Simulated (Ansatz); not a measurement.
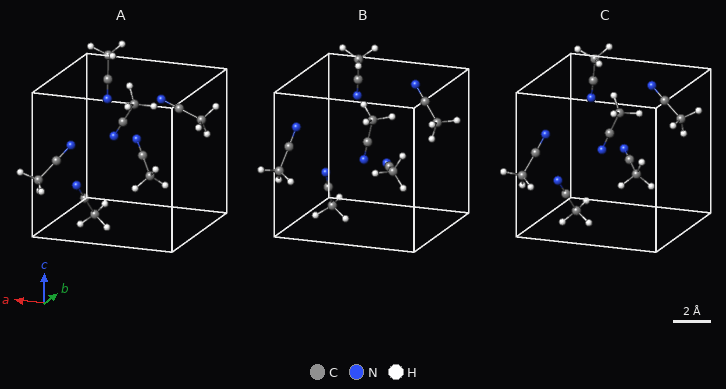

3 geometries from one relaxation of an amorphous cell of composition H3C2N, in shuffled order. Style: ball-and-stick. Shown: the cell of the calculation, from a free direction.

The cell holds 6 CH3CN. The run prepares the start of a later molecular dynamics calculation, from a guessed geometry.

The calculation used DFT PBE-D3(BJ), scalar-relativistic, plane waves, PAW (Ansatz). Set-up: plane-wave cutoff 420 eV; k-point mesh 1 × 1 × 1; occupations fermi dirac; smearing width 0.05 eV; no spin polarisation; atoms relaxed in a fixed cell; force threshold 0.3 eV/Å; at most 15 steps.

**Put them in the order of the run, from the start to the converged end.**

A, C, B. They are steps 0, 6, 13, at +47.9 meV per atom, +10.3 meV per atom relative to the last. An N atom moves most: 1.70 Å along [−1 −1 −1]. By element the largest moves are N 1.70 Å, H 1.14 Å, C 1.13 Å. The cell stays as it was. Near-neighbour distances that change, for instance: C–N 1.178 → 1.162 Å, C–H 1.092 → 1.107 Å, C–C 1.461 → 1.451 Å. Bond angles that change, for instance: H–C–H 108.8° → 111.4°. The energy falls by 47.9 meV per atom in 12 accepted moves (13 points after the start). The largest force component goes from 2.2 to 0.27 eV/Å. 1 step only repeated the SCF at the same geometry. Cost: 45 s on 1 thread of Intel(R) Xeon(R) Platinum 8488C (Sapphire Rapids) (shared host), peak memory 0.58 GiB.

Limits of the set-up: the periodic images lie only 8.3 Å apart, so the values are limited by the cell's size.
